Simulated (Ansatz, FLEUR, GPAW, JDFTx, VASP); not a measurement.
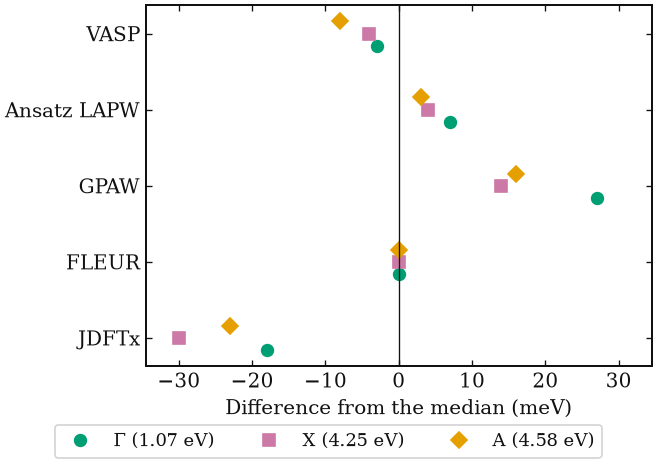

Lowest conduction level at each named k point, counted from the valence-band top at Γ, for SnO2, space group P1 (No. 1), 6 atoms in the cell, atoms moved at random, drawn with an rms of 0.05 Å; a = 4.74 Å, b = 4.74 Å, c = 3.19 Å, α = 90.00°, β = 90.00°, γ = 90.00°. Five programs ran PBEsol (no spin polarisation, no spin-orbit coupling) on the same cell and 6×6×8 k mesh. The plot shows each result less the median of the plane-wave and all-electron runs, which the legend gives. In reduced coordinates of the cell that was run, X is (0, 0.5, 0) and A is (0.5, 0.5, 0.5).

> How well do the programs agree?

The plane-wave and all-electron programs (FLEUR, JDFTx, Ansatz LAPW, VASP and GPAW) agree within 45 meV at these points.

| program | kind | valence electrons | Γ (eV) | X (eV) | A (eV) |
| --- | --- | --- | --- | --- | --- |
| JDFTx | plane waves | 52 | 1.056 | 4.222 | 4.559 |
| FLEUR | all-electron | – | 1.074 | 4.252 | 4.582 |
| GPAW | plane waves | 52 | 1.101 | 4.266 | 4.598 |
| Ansatz LAPW | all-electron | – | 1.081 | 4.256 | 4.585 |
| VASP | plane waves | 52 | 1.071 | 4.248 | 4.574 |

Settings. PseudoDojo-SR-PBEsol-0.4.1-standard with smoothed tails, 1143 eV cutoff, Fermi-Dirac smearing of 0.05 eV (JDFTx 1.7.0 (patched build)). all-electron, Fermi-Dirac smearing of 0.05 eV (FLEUR MaX-R8.1 (later development tree)). PAW data sets generated in the run's folder for this functional, 800 eV cutoff, Fermi-Dirac smearing of 0.05 eV (GPAW 26.7.0). all-electron LAPW, Fermi-Dirac smearing of 0.05 eV (Ansatz 0.2.0). VASP PAW PBE potentials, release 64 (Sn_d, O), 520 eV cutoff, Fermi-Dirac smearing of 0.05 eV (VASP).

LDA, GGA and most meta-GGA functionals understate gaps. VASP: the PAW data sets were made with another functional.
